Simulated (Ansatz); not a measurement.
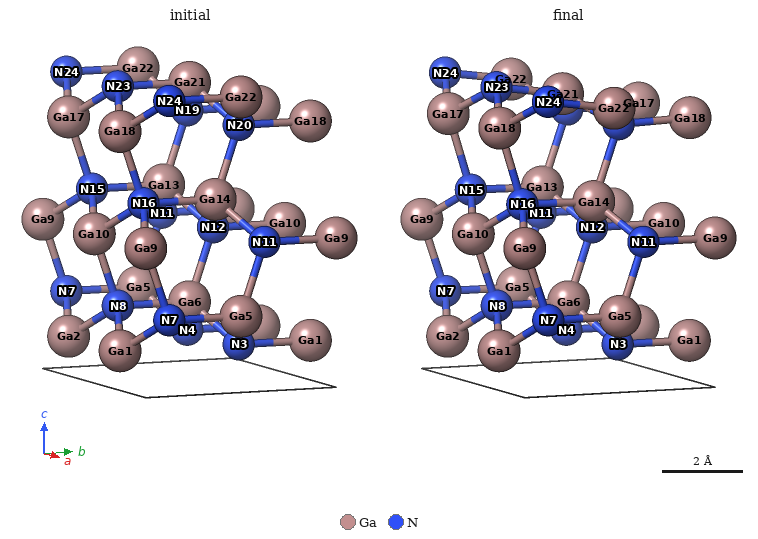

The structure of a slab of composition GaN (cut from the P6_3mc phase) before (left) and after (right) a constrained relaxation, at one scale.

The picture is a ball-and-stick view of the cell of the calculation, outlined in the plane, without the vacuum (origin shifted), seen slightly off an axis.

Case: clean slab, lower planes held. The slab is the (1 0 0) face of GaN. 12 atoms are held fixed.

Computed with DFT PBE+D3(BJ), scalar-relativistic, plane waves, PAW (Ansatz 0.2.0). Settings: plane-wave cutoff 420 eV; k-point mesh 3 × 3 × 1; occupations gaussian; smearing width 0.05 eV; no spin polarisation; dipole correction; atoms relaxed in a fixed cell; force threshold 0.03 eV/Å; at most 70 steps.

Question: Summarise the run.

Answer: The largest moves, 0.32 Å, are those of Ga21 and Ga22. Ga21 goes at 30° to the normal (−c side). Largest moves by element: Ga 0.32 Å, N 0.03 Å. The cell stays as it was. Near-neighbour distances that change, for instance: Ga21–N23 1.962 → 1.825 Å, N15–Ga17 1.954 → 2.050 Å, Ga13–N19 1.954 → 2.035 Å, Ga17–N23 1.954 → 1.898 Å. Among the angles between lasting bonds that change: Ga13–N19–Ga21 109.7° → 99.5°, N19–Ga21–N23 109.2° → 118.5°, Ga17–N19–Ga21 109.2° → 115.1°. After 5 geometry steps the energy has fallen by 1.006 eV per cell of the calculation. The largest force component goes from 2 to 0.0087 eV/Å. The run took 62 s on 4 threads of AMD EPYC 9R14 (Zen 4), on a shared host, peak memory 1.9 GiB.
